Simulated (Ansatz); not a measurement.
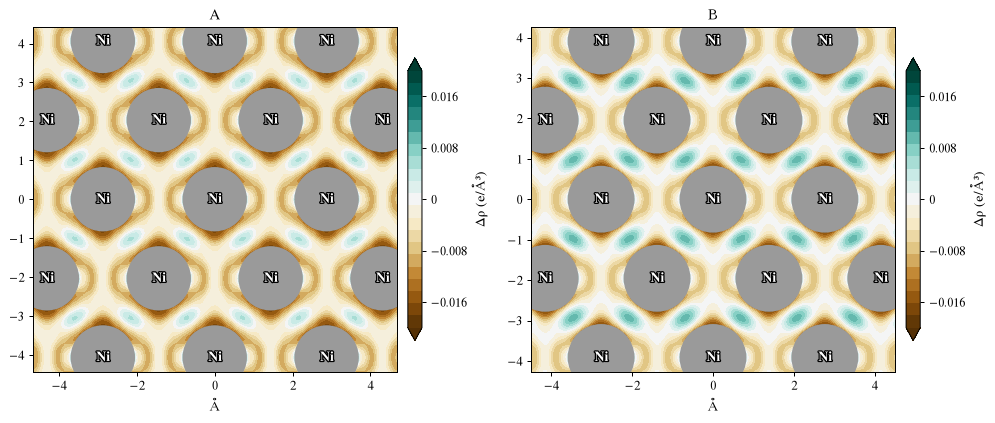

Ni: deformation density on the (110) plane of the conventional cell at two volumes, with the same fractional coordinates and one colour scale. Grey discs cover the cores.

Space group Im-3m; spin-polarised. This isn't the usual form at ambient conditions. The cell comes from a database of computed structures, not from a measurement.

These are results of Ansatz, DFT PBE, scalar-relativistic, plane waves, PAW, not measurements.

How do the two volumes compare, and how does the bonding charge respond?

A is the larger cell: A has 112 % of the volume of B. From B to A, Ni–Ni goes from 2.40 to 2.49 Å, and Δρ at its midpoint from +0.010 to +0.005 e/Å³. The pressure is 8 GPa in B and −12 GPa in A. The rearranged charge is 0.06 e an atom in B and 0.08 e in A. The net moment is 0.57 μB a cell in B and 0.59 μB in A.
